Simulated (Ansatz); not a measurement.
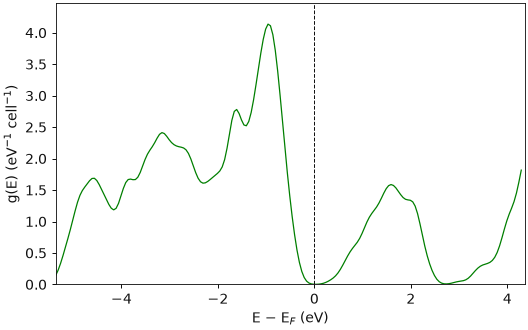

Write a caption that states what the plot shows.

Density of states of SnSe2, space group P-1, 3 atoms in the cell, 1T (CdI2) bulk type, shear (xy) strain +5.2%. Method: DFT, r2SCAN, plane waves, PAW, no spin polarisation, 12×12×4 k mesh, 500 eV cutoff (Ansatz). Energies are counted from the Fermi level, put mid-gap where there is a gap. The curve is built from the levels of the k mesh with Gaussians 0.3 eV wide, which also blur the band edges.

There is a gap; over the k points computed it is 0.72 eV (indirect; the smallest direct gap is 1.48 eV). Within the window shown, the tallest peak of the filled states lies 0.6 eV under the valence-band top, at about 4.1 states per eV and cell.
